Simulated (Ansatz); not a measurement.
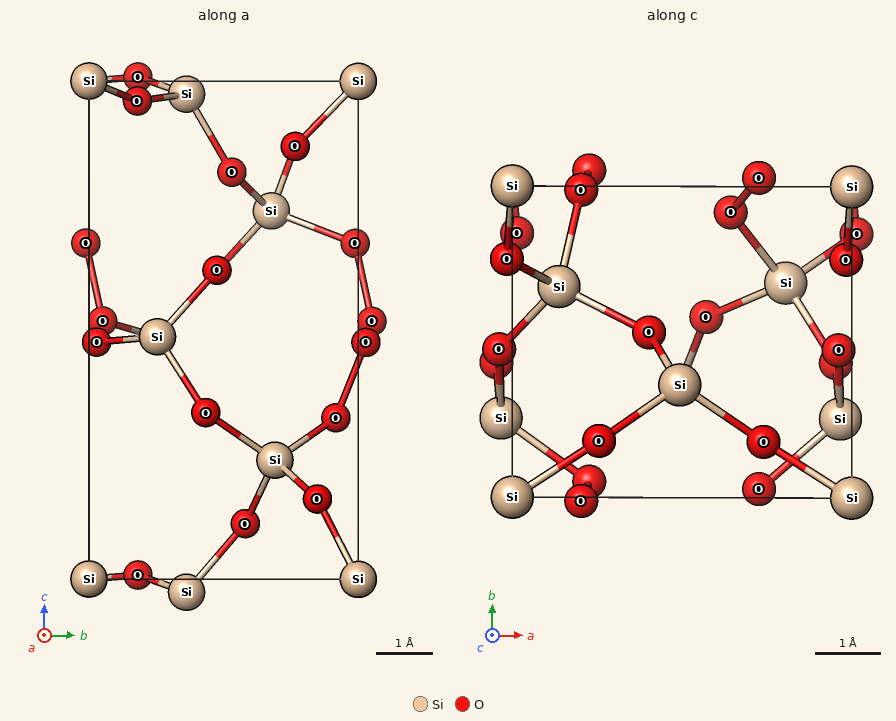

Crystal structure, ball-and-stick style, seen along the a axis and along the c axis. Atoms at the boundary of the unit cell (the box) are drawn once for each face, edge or corner they touch.

Si₅O₁₂, a = 5.38 Å, b = 4.84 Å, c = 9.12 Å, α = 90.04°, β = 101.37°, γ = 90.16°.

The numbers come from Ansatz, DFT PBE, scalar-relativistic, plane waves, PAW, using wavefunction cutoff 420 eV, 4×5×3 k-mesh, Gaussian smearing of 0.02 eV, no spin polarisation.

Q: Metal or not?

A: An insulator at this level, with a gap of 3.57 eV on the k-mesh (the true edges may lie between mesh points, so the gap can be somewhat smaller).

Q: What pressure does the calculation give for this cell?

A: The computed pressure is 0.0 GPa, close to zero.

The model was built from a structure type filled with these elements by a generator (whether the compound takes this form wasn't checked). Earlier steps of the study, as a rule a relaxation of our own, may have changed the cell and positions, so they can lie some per cent off the listed ones. An electronic-structure calculation with Ansatz was run on it.
